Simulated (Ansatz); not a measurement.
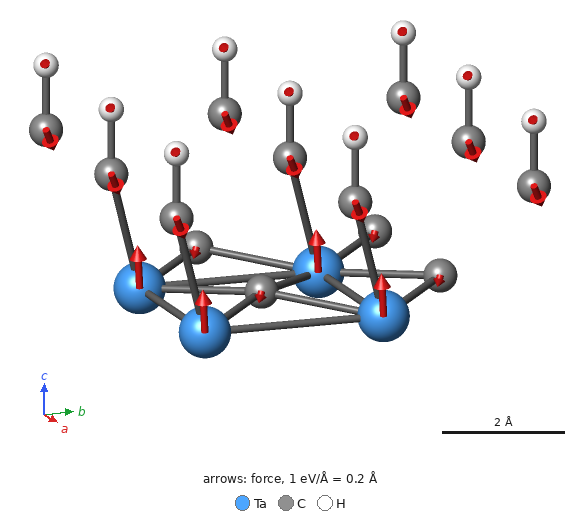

Starting geometry of a slab of composition Ta₄HC₅ (cut from the Fm-3m phase) with the computed forces as red arrows. Style: ball-and-stick. Shown: the atoms within 5.0 Å of the atom that moves most (axes of the 2 × 3 repeat of the cell, outlined in the plane, without the vacuum), slightly off an axis.

Case: CH put at a bridge C-Ta site. The slab is the (1 0 0) face of TaC with CH on it. 4 atoms are held fixed.

Method: DFT PBEsol, scalar-relativistic, plane waves, PAW in Ansatz. Set-up: plane-wave cutoff 420 eV; k-point mesh 9 × 9 × 1; occupations gaussian; smearing width 0.1 eV; no spin polarisation; dipole correction; atoms relaxed in a fixed cell; force threshold 0.03 eV/Å; at most 70 steps.

> Is this structure relaxed? If not, where do the atoms go?

It isn't relaxed: the largest force vector, on a Ta atom, is 3.77 eV/Å. The final displacements have little in common with the starting forces (cosine between the two patterns 0.19). The energy falls by 3.950 eV per cell of the calculation in 12 accepted moves (13 points after the start). Largest force component: 3.7 eV/Å at the start, 0.017 eV/Å at the end. 1 step only repeated the SCF at the same geometry. The atom that moves furthest is the H atom (1.50 Å at 49° to the normal (−c side)). By element the largest moves are H 1.50 Å, C 1.03 Å, Ta 0.15 Å. The cell stays as it was. Near-neighbour distances that change, for instance: C–C 2.305 → 1.437 Å, C–Ta 3.315 → 2.586 Å, C–Ta 2.462 → 2.089 Å, C–Ta 2.227 → 2.149 Å. New bonds form, among them: C–C (2.30 → 1.44 Å). Among the angles between lasting bonds that change: Ta–C–H 153.2° → 155.2°. The run may lie on a higher electronic state than the lowest, so the end point isn't shown to be the ground-state structure. The run took 4.3 min on 2 threads of Arm Neoverse V2, with other jobs on the host, peak memory 0.61 GiB.

Limits of the set-up: the periodic images lie only 3.1 Å apart, so the values are limited by the cell's size.
